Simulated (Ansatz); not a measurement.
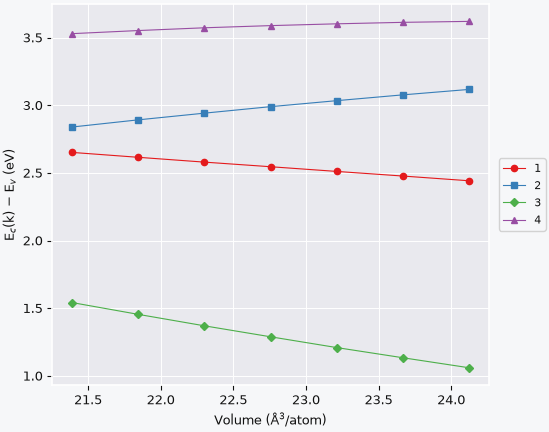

Lowest conduction level at each named k point, counted from the valence-band top at Γ. The curves are numbered.

System: zincblende ZnSe, space group F-43m (No. 216), 2 atoms in the primitive cell. The cell is scaled uniformly. Ansatz 0.2.0; PBE with D4 dispersion, Ansatz PAW, no spin polarisation, no spin-orbit coupling, 8×8×8 k mesh, 420 eV cutoff, Fermi-Dirac smearing of 0.05 eV.

> Which curve belongs to which k point: K, L, X and Γ?

1 is L; 2 is X; 3 is Γ; 4 is K. Γ falls by 0.48 eV, L falls by 0.21 eV, X rises by 0.28 eV and K rises by 0.09 eV.

> Which of these conduction levels is lowest, and does that change?

The lowest is the one at Γ, over the whole range, so among these points the gap stays direct.

Spin-orbit coupling is left out, which matters for Se. LDA, GGA and most meta-GGA functionals understate gaps.
